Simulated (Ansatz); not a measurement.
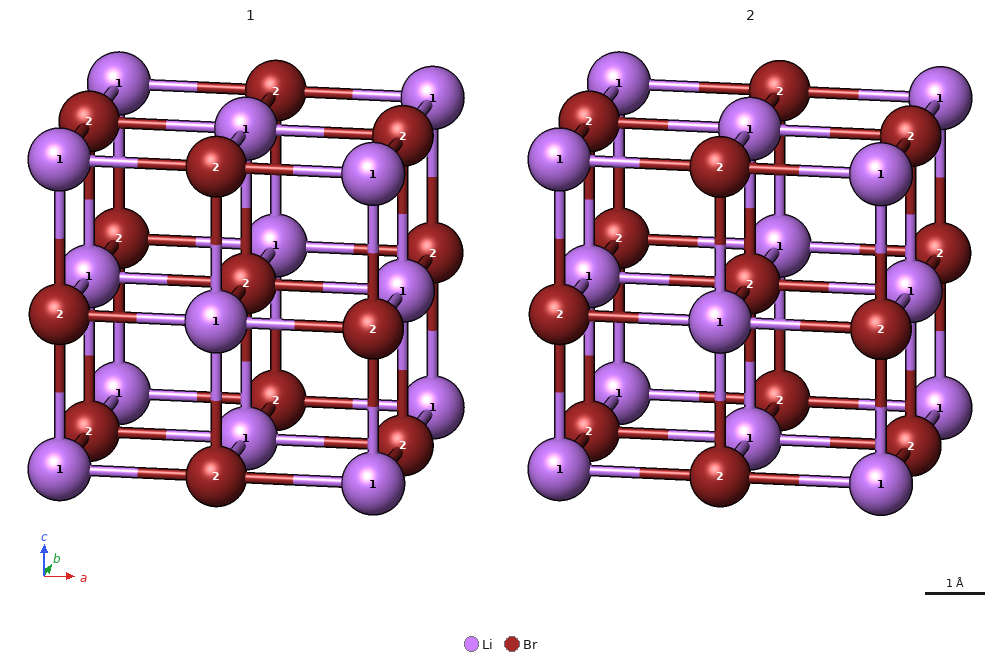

Two geometries of crystalline LiBr (built on the rocksalt type) at its r2SCAN-relaxed geometry: one is the relaxed structure, the other was perturbed away from it. Style: ball-and-stick. Shown: the conventional cell (4 times the calculation's cell), slightly off an axis. Lengths and directions refer to the drawn axes.

These are results of Ansatz, DFT, r2SCAN, plane waves, PAW, not measurements. Settings: plane-wave cutoff 500 eV; k-point mesh 8 × 8 × 8; occupations fixed; no spin polarisation.

### Which is the distorted one, and what does the distortion cost?

Structure 2 is the perturbed one. The cell is strained by +2.5 % along a and none across it (volume +2.5 %). The atoms were relaxed with r2SCAN under that strain, and this is a single point on that geometry. The energy rises by 1.7 meV per atom. Pressure: 0.0 GPa before, −0.6 GPa after. The principal stresses (compression positive) are −1.0 GPa along a and −0.4 GPa across it. All forces vanish by symmetry. The band gap goes from 5.88 to 5.72 eV. Some distances before and after: Br–Li 2.740 → 2.740 to 2.808 Å. The space group (tolerance 0.01 Å) goes from Fm-3m (No. 225) to I4/mmm (No. 139).
